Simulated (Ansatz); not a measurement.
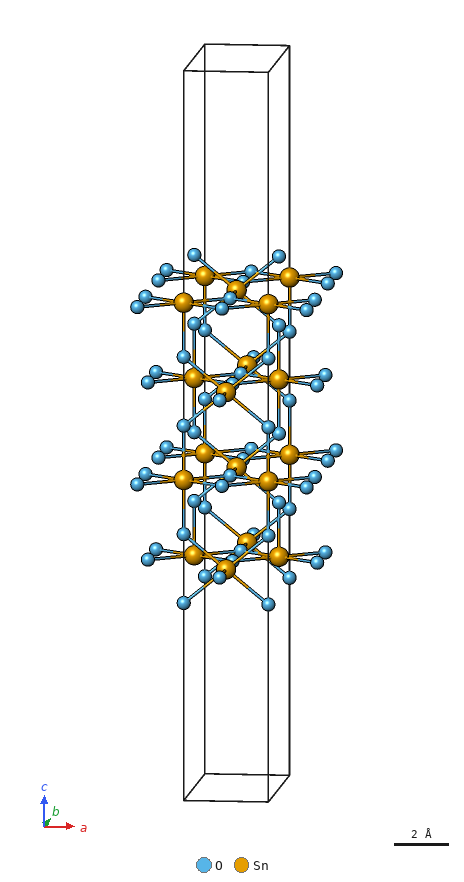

Shown here is a ball-and-stick view of the crystal, taken from the side at a slight tilt. Lines trace the edges of the simulation cell. A few atoms beyond the faces are included.

SnO2, a = 3.20 Å, b = 6.73 Å, c = 27.71 Å, α = 90.00°, β = 90.00°, γ = 90.00°.

Calculation details: DFT r2SCAN, scalar-relativistic, plane waves, PAW (Ansatz); wavefunction cutoff 500 eV, Brillouin-zone sampling on an 8×4×1 mesh, Gaussian smearing of 0.05 eV, no spin polarisation.

Metal or not?

A semiconductor at this level, with a gap of 0.64 eV on the k-mesh (the true edges may lie between mesh points, so the gap can be somewhat smaller).

The initial geometry was a structure listed in the Materials Project, from which a slab was cut. Earlier steps of the study, as a rule a relaxation of our own, may have changed the cell and positions, so they can lie some per cent off the listed ones. Ansatz was used for an electronic-structure calculation on it.

At this level of theory the run's own cell isn't at rest (forces up to 2.8 eV/Å), so its distances can differ from those at equilibrium, the more so the softer the solid.
